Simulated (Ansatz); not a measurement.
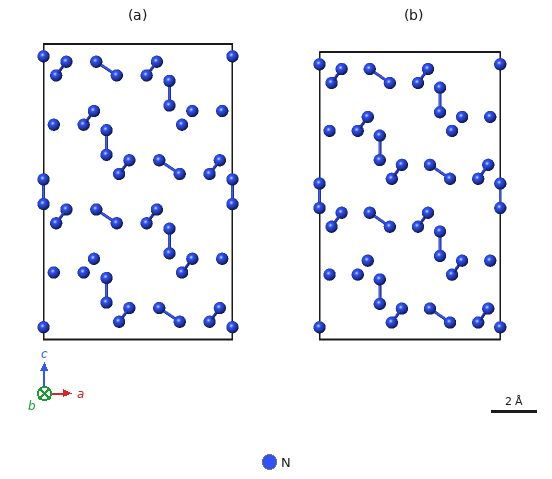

The structure of a crystal of N (built on the database structure type) before (left) and after (right) a relaxation, at one scale.

The picture is a ball-and-stick view of the conventional cell (3 times the calculation's cell), seen along the b axis. Lengths and directions refer to the drawn axes.

The calculation used DFT, r2SCAN+rVV10, plane waves, PAW (Ansatz 0.2.0). (plane-wave cutoff 500 eV; k-point mesh 4 × 4 × 4; occupations fermi dirac; smearing width 0.02 eV; no spin polarisation; cell and atoms relaxed; force threshold 0.005 eV/Å)

### Summarise the run.

The largest moves relative to the cell, 0.018 Å, are those of N atoms. The volume changes by −11.0 %, with a = b 9.743 → 9.322 Å (−4.3 %), c 13.206 → 12.845 Å (−2.7 %). Near-neighbour distances that change, for instance: N–N 1.102 → 1.094 Å. The space group stays R-3c (No. 167). After 9 accepted moves (17 points after the start) the energy has fallen by 4.7 meV per atom. The largest force component goes from 1.2 to 0.0035 eV/Å. The pressure goes from −1.79 to 0.01 GPa. The line search rejected the trial steps at points 9, 10, 12, 13, 14, 15 of the run. At 2 points the geometry stayed and the basis and grid were re-selected for the new cell (energy shift of 1.0 meV per atom at most each time). Cost: 2.1 min on 1 × NVIDIA H100 80GB HBM3 with 2 threads of AMD EPYC 7R13 Processor (Zen 3), with other jobs on the host, peak memory 1.3 GiB.
